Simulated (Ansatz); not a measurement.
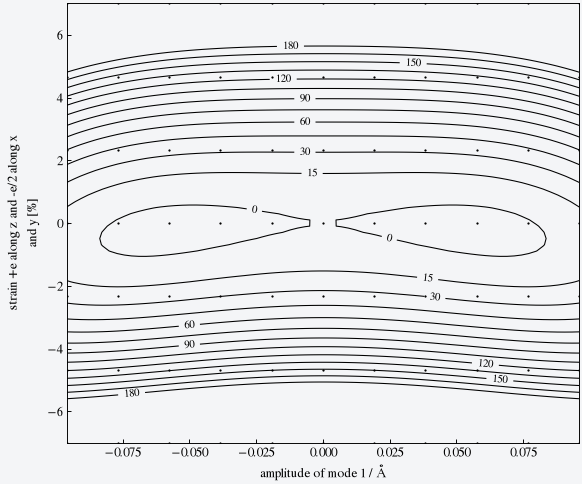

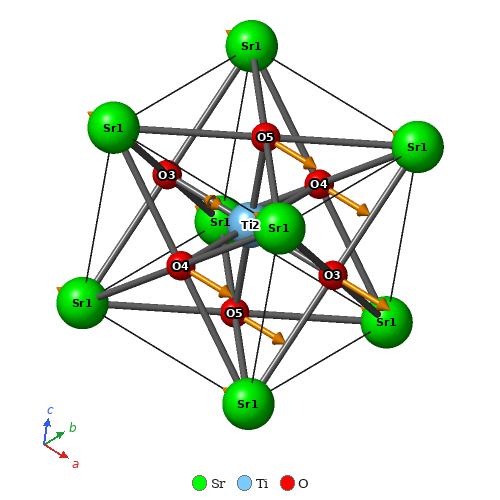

Energy landscape of SrTiO₃ (Pm-3m, No. 221; 5 atoms in the cell). The energy is mapped over a normal mode and a strain (zone-centre modes of the 5-atom cell of this scan) (x, y and z along the cube axes). First axis: amplitude of mode 1 (141i cm⁻¹), largest displacement in the unstrained cell. Second axis: strain +e along z and -e/2 along x and y. Nothing is relaxed (the pattern is fixed in fractional coordinates). The scan uses an 11 × 7 grid; 42 points were computed and 35 follow by symmetry. Points are written as (first, second). All energies are given in meV per cell relative to the relaxed high-symmetry cell. Computed with Ansatz, DFT PBE, scalar-relativistic, plane waves, PAW. Settings: cutoff 520 eV, k-mesh 8×8×8, gaussian smearing 0.05 eV, no spin polarisation.

Drawn: contour lines labelled in meV (none above 180), dots at the grid points. Between grid points the surface is interpolated. The second picture is the reference structure; orange arrows give the pattern of the mode.

**Where are the wells?**

The lowest grid point is at (−0.058 Å, 0.00 %), −3.5 meV from the relaxed high-symmetry cell; the map holds 2 wells of about this depth. No other kind of well shows on this grid. The highest grid point, (0.000 Å, −7.00 %), lies 367 meV above the lowest. On the interpolated surface the easiest way out of the lowest well to a well of about the same depth near (0.058 Å, 0.00 %) passes a barrier of about 3.8 meV, counted from the interpolated bottom of the well. The reference (Pm-3m) is not the lowest structure on this map: a distortion lowers the energy (space group P4mm at the lowest grid point). The gap on the k-mesh is 1.9 eV at the lowest point and runs from 1.7 to 2.0 eV over the map.

Each point was launched as `ansatz run input.yaml --threads 2 --pin off --max-ram 4096MiB --backend cpu --events-out ev --progress --plain --runs-dir out`. The whole map (42 points run) took 15 min on 2 threads of Arm Neoverse N1, on a shared host.

PAW datasets: the set soft_1.
